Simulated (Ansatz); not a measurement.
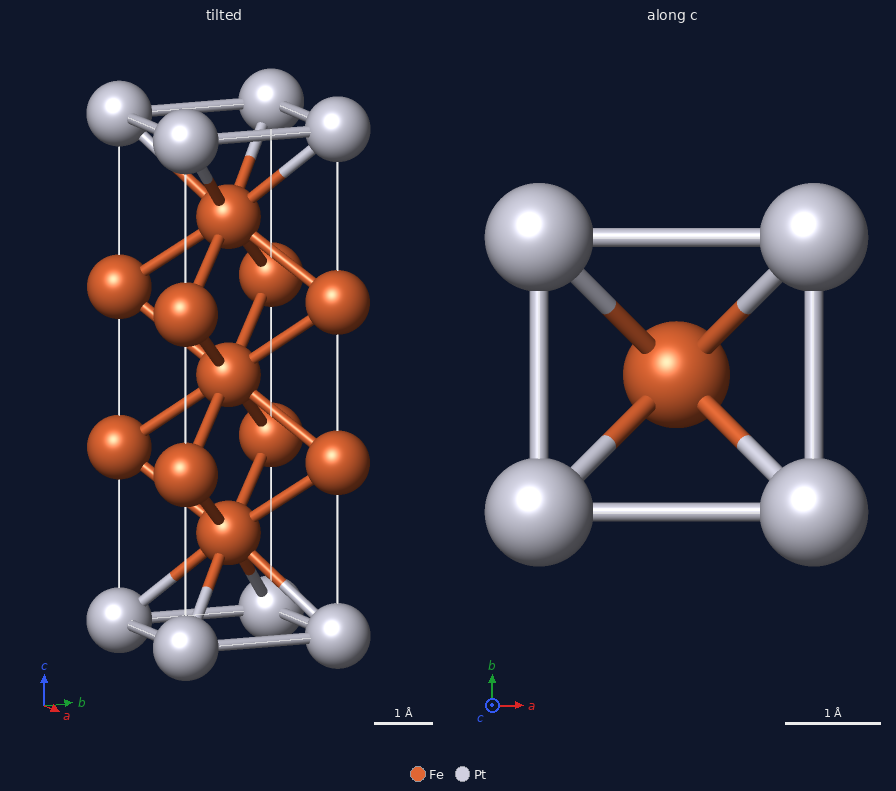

We look at a ball-and-stick model of the crystal slightly off an axis and along the c axis. The parallelepiped is the conventional unit cell. Cell: a = 2.89 Å, b = 2.89 Å, c = 8.98 Å, α = 90.00°, β = 90.00°, γ = 90.00°.

The initial geometry was a structure type filled with these elements by a generator (whether the compound takes this form wasn't checked). Earlier steps of the study, as a rule a relaxation of our own, may have changed the cell and positions, so they can lie some per cent off the listed ones. A calculation with Ansatz used it as input.

Question: Caption:

Answer: The material is Fe5Pt. Space group: P4/mmm (No. 123). Lattice: primitive tetragonal. Content of the cell: 5 Fe, 1 Pt (Z = 1). Counting atoms within bonding range gives coordination numbers of Fe 8 and Pt 12. Not all metal-metal contacts are counted.

Level of theory and settings: DFT PBE, scalar-relativistic, plane waves, PAW (Ansatz), 420 eV cutoff, 14×14×4 k-mesh, Gaussian smearing of 0.1 eV, collinear spins.

Question: Which atoms carry magnetic moments in this run, and how do they order?

Answer: The state reached is ferromagnetic. Sizes: Fe 2.5 to 2.8 μB and Pt 0.5 μB; net moment 13.5 μB in the run's cell of 6 atoms.

Question: Is the electronic structure metallic or gapped?

Answer: A metal: bands cross the Fermi level.

Question: How are the electrons shared out in a Bader analysis?

Answer: Fe +0.01 to +0.34 e; Pt -0.73 e.

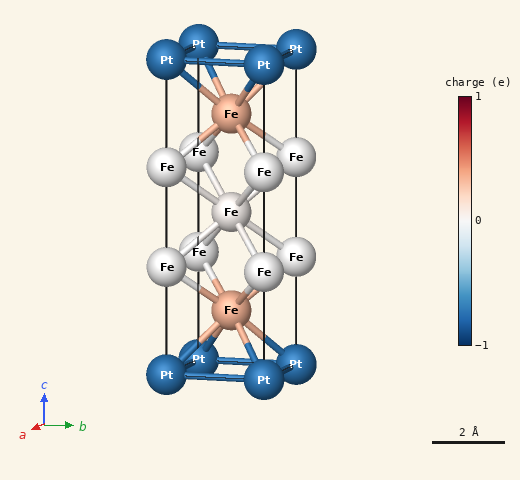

The atoms coloured by those charges. The run's cell of 6 atoms is drawn.

Question: Does the calculation find this structure at rest?

Answer: Yes. All forces vanish to within 0.01 eV/Å. The pressure is 0.0 GPa, close to zero.
